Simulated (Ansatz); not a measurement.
Structure data:

```cif
data_structure
_symmetry_space_group_name_H-M 'P 1'
_symmetry_Int_Tables_number 1
_cell_length_a 3.9557
_cell_length_b 3.9557
_cell_length_c 3.7974
_cell_angle_alpha 90.000
_cell_angle_beta 90.000
_cell_angle_gamma 90.000
_cell_volume 59.42
loop_
_atom_site_label
_atom_site_type_symbol
_atom_site_fract_x
_atom_site_fract_y
_atom_site_fract_z
_atom_site_occupancy
Ti1 Ti 0.00000 0.00000 0.00000 1
Al1 Al 0.50000 0.50000 0.00000 1
Al2 Al 0.50000 0.00000 0.50000 1
Al3 Al 0.00000 0.50000 0.50000 1
```

> Interpret the file: composition, symmetry and coordination.

It has the composition TiAl₃. The atoms follow space group P4/mmm (No. 123); the Bravais lattice is primitive tetragonal. Content of the cell: 1 Ti, 3 Al (Z = 1). The neighbours of Ti are twelve Al in a cuboctahedral arrangement at 2.74 to 2.80 Å. The neighbours of Al are eight Al and four Ti in a cuboctahedral arrangement (2.74 to 2.80 Å to Al, 2.74 to 2.80 Å to Ti). The bonds build a three-dimensional framework.

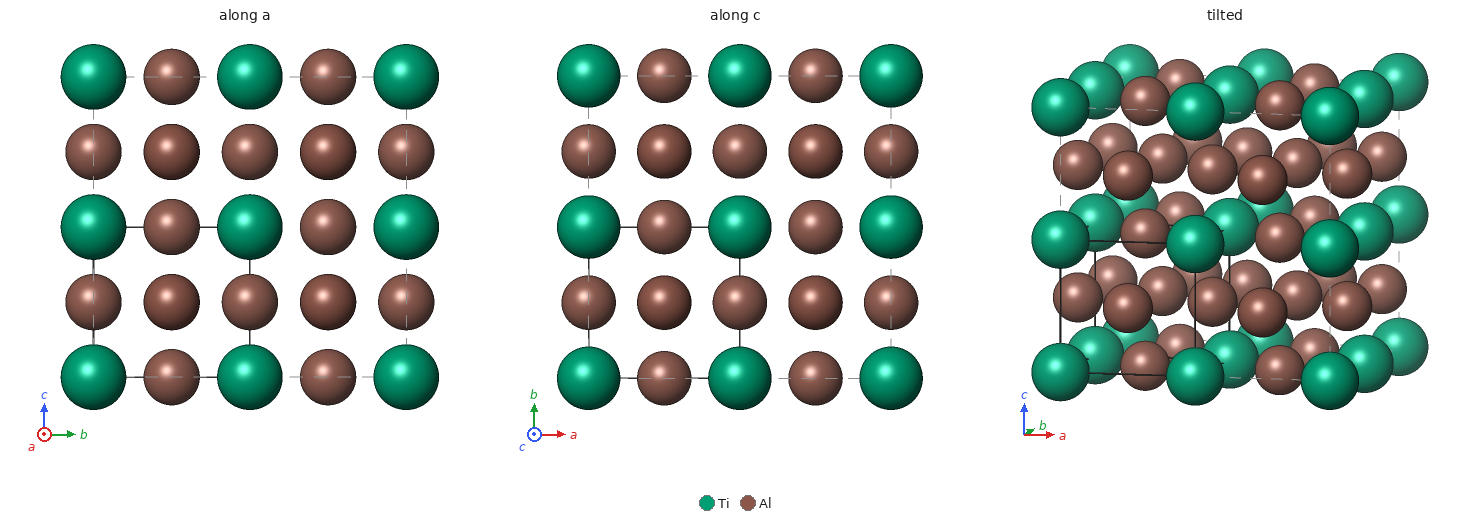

An orthographic spheres-only view of the structure, along the a axis, along the c axis and slightly off an axis. One conventional unit cell is drawn solid; the view covers 2×2×2 cells. Colours: titanium teal, aluminium brown.

It derives from a structure listed in the Materials Project. The cell was then strained or its atoms displaced on purpose. It went into a calculation with Ansatz.

At this level of theory the run's own cell isn't at rest (compressed, at 5 GPa), so its distances can differ from those at equilibrium, the more so the softer the solid.
